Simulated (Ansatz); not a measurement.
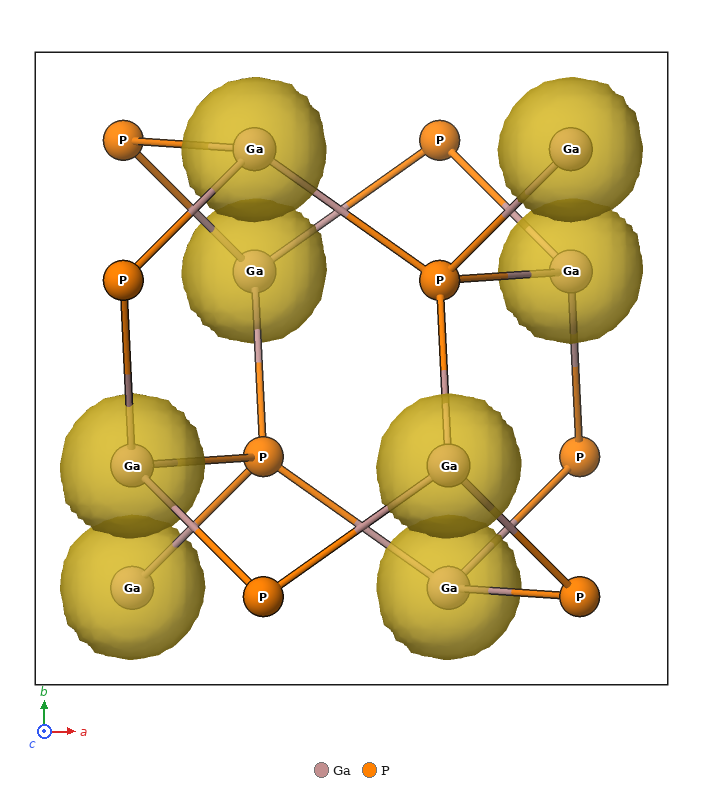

*GaP. Isosurface of the valence electron density at 1 e/Å³ (yellow), seen along the c axis. Sticks mark near contacts.*

Space group Pa-3; a generated structure, not necessarily the stable one; computed pressure about 22 GPa in this cell.

The calculation used DFT r2SCAN, scalar-relativistic, plane waves, PAW in Ansatz.

In a PAW calculation such maps are meaningful between the atoms, not at the nuclei.

> How is the density connected at this value?

At this value the density breaks into separate islands; it holds about 50 % of the electrons treated as valence (semicore included). It bridges none of the near contacts. It is pinched off along the shortest Ga–P (2.26 Å) contacts. On the grid the lowest density along these lines, outside the cores, is 0.62 e/Å³ (Ga–P, 2.26 Å).

> Does the calculation make it a metal, or give it a gap?

It is gapped, with a Kohn–Sham gap of 0.55 eV on the k-point mesh (the band edges may lie off the mesh, which would make the gap smaller).
